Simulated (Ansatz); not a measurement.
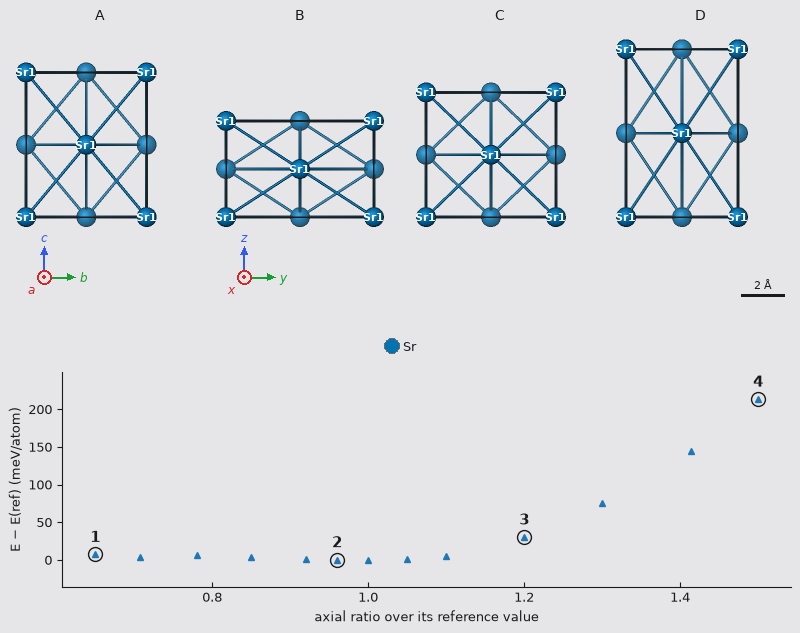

A scan of solid Sr (Fm-3m): the ratio of the cell's length along z to its lengths across, counted as 1 for the reference, is changed at fixed volume (a tetragonal or Bain path), with the atoms kept at their fractional coordinates. x, y and z are the Cartesian axes of the input. The frames are shuffled; the numbered points of the plot belong to them. The picture is a ball-and-stick view of the conventional cell (4 times the calculation's cell), seen along the a axis. Lengths and directions refer to the drawn axes.

Theory: DFT PBEsol, scalar-relativistic, plane waves, PAW in Ansatz 0.2.0. Settings: plane-wave cutoff 420 eV; k-point mesh 10 × 10 × 10; occupations gaussian; smearing width 0.03 eV; no spin polarisation. Energies (free energies at the smearing named) are counted from the cell as listed in its source, which wasn't relaxed.

Match the frames to the points.

Point 1 is frame B (the relative ratio 0.65, 7.4 meV/atom); 2 is frame C (the relative ratio 0.96, 0.4 meV/atom); 3 is frame A (the relative ratio 1.20, 30.6 meV/atom); 4 is frame D (the relative ratio 1.50, 213.5 meV/atom). The lowest computed point lies at the relative ratio 1.00 (0.0 meV/atom). At the ends of the scan the energy is 7.4 meV/atom (0.65) and 213.5 meV/atom (1.50). The unrelaxed reference is under a pressure of −0.9 GPa. The distortion takes the space group from Fm-3m to I4/mmm, except for Im-3m at 0.707. At the relative ratio 1.50 the cell of the drawing goes a 6.085 → 5.315 Å, b 6.085 → 5.315 Å, c 6.085 → 7.973 Å.
